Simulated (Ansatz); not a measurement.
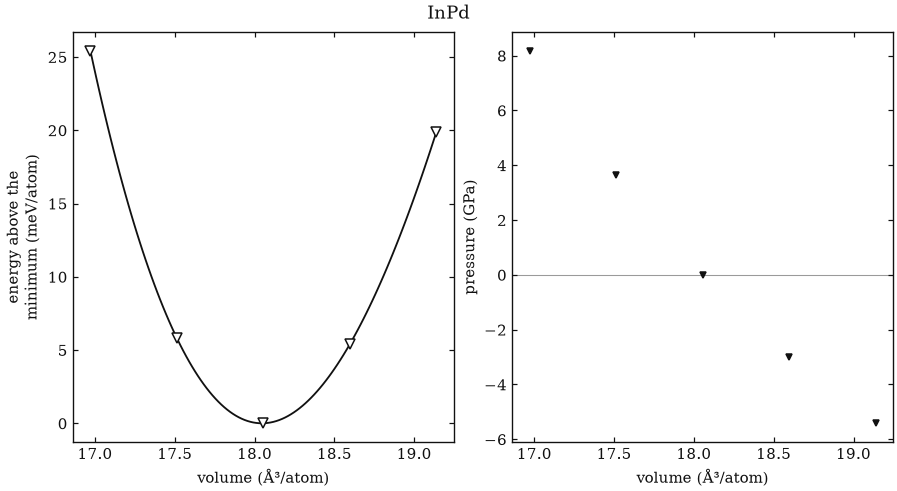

Calculation (Ansatz 0.2.0): third-order Birch-Murnaghan fit to density functional energies at scaled volumes of the given relaxed cell, shape and atoms relaxed at each volume; energies count from the fitted minimum; plane waves with PAW datasets, Γ-centred k mesh. Level: PBE, no spin polarisation.

| setting | value |
| --- | --- |
| wave cutoff | 420 eV |
| k mesh | 14×14×14 |
| occupations | Gaussian |
| smearing width | 0.1 eV |

Cell as given: a = 3.305 Å, b = 3.305 Å, c = 3.305 Å, α = 90.00°, β = 90.00°, γ = 90.00°; 2 atoms.

Energy above the minimum and pressure against volume for InPd, space group Pm-3m (No. 221).

A third-order Birch–Murnaghan fit gives V0 = 18.05 Å³/atom, B0 = 110 GPa and B′ = 6.0. The energy above the minimum is 25.4 meV/atom at volume 16.971 Å³/atom and 19.9 meV/atom at 19.138 Å³/atom; the lowest computed point is at volume 18.055 Å³/atom (0.0 meV/atom), and no other minimum shows. The pressure falls from 8.18 GPa at volume 16.971 Å³/atom to −5.42 GPa at 19.138 Å³/atom, and changes sign near 18.05 Å³/atom. The solid is metallic at every point.

Input of one of the runs behind the figure:
```
crystal:
  lattice:
    - [3.3379911054, 0.0, 0.0]
    - [0.0, 3.3379911054, 0.0]
    - [0.0, 0.0, 3.3379911054]
  atoms:
    - { symbol: In, position: [0.0, 0.0, 0.0] }
    - { symbol: Pd, position: [0.5, 0.5, 0.5] }
basis:
  ecutwfc: 420
kpoints:
  mp_grid: { grid: [14, 14, 14] }
hamiltonian:
  xc: pbe
scf:
  occupations: { method: gaussian, width: 0.1 }
output:
  forces: true
  stress: true
  eigenvalues: true
```
